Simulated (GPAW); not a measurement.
# LiF (Fm-3m): how ε∞ follows the gap

The empty bands of LiF (Fm-3m) are shifted up rigidly by Δ, and ε∞ is computed for each shift.

Symmetry: Fm-3m, No. 225, cubic system. The conventional cell has a = 4.028 Å, b = 4.028 Å, c = 4.028 Å, α = 90.00°, β = 90.00°, γ = 90.00°. Around F on site b lie 6 Li at 2.01 Å. Li on site a has 6 F at 2.01 Å as nearest neighbours.

Method: GPAW 26.7.0, PBE, RPA, k-mesh 17×17×17, local fields up to 70 eV, Lorentzian half width 0.12 eV.

Launch of the response step: `OMP_NUM_THREADS=1 python df.py`. The series took 93 s in all, its band step included, on 1 thread of Arm Neoverse N1 (shared host).

```
Δ (eV)     ε∞
  0.00  1.930
  0.25  1.916
  0.50  1.902
  0.75  1.889
  1.00  1.876
  1.50      ?
  2.00  1.829
  3.00  1.787
```

With one effective transition at E₀ and fixed dipole strength, ε∞ − 1 = A/(E₀ + Δ), so 1/(ε∞ − 1) is linear in Δ.

Working, on the rows shown:

| x = Δ (eV) | y = 1/(ε∞ − 1) |
| --- | --- |
| 0 | 1.07527 |
| 0.25 | 1.0917 |
| 0.5 | 1.10865 |
| 0.75 | 1.12486 |
| 1 | 1.14155 |
| 2 | 1.20627 |
| 3 | 1.27065 |

Means: x̄ = 1.0714, ȳ = 1.1456. Σ(x − x̄)(y − ȳ) = 0.4452, Σ(x − x̄)² = 6.839. Slope = 0.4452 / 6.839 = 0.06509; intercept = ȳ − slope · x̄ = 1.0758. Turned back into ε∞, the line misses the rows shown by at most 0.00049.

Question: Predict the last column of the withheld row from the fit.

Answer: At x = 1.5 the line gives y = 1.1735, that is 1.852. The run gave 1.852, so the interpolation holds to the digits printed.

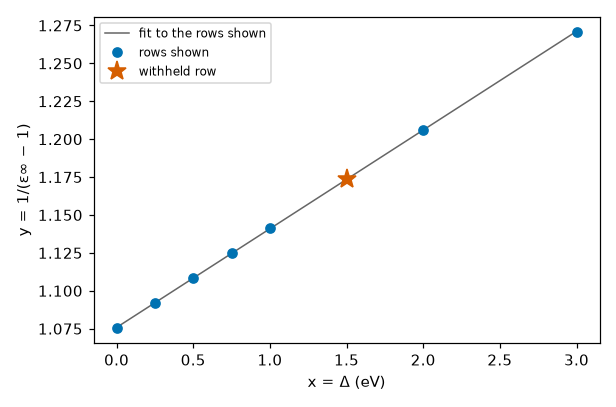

Refitted with all rows, the slope is 0.06511 and the intercept 1.0758. These give E₀ = intercept/slope = 16.5 eV, far above the least direct gap of 9.07 eV: most of the screening comes from transitions well over the edge. Over the first step ε∞ falls by 3 % per eV. Excitons are left out; PBE gaps are as a rule too small. The values come from a sum over the points of one k-mesh and carry its error, which grows as the direct gap shrinks. This version of GPAW has incomplete matrix elements in the optical limit, which can lower ε − 1 by up to a tenth where first-row anions or d states rule. The local-field cutoff holds few shells of reciprocal vectors for this small cell, so ε∞ can read a few per cent high.

[Logs are printed without paths, hosts, clocks, repeated set-up lines and the standing remarks that a program may print on its own settings, such as how far it seeks lower states.]
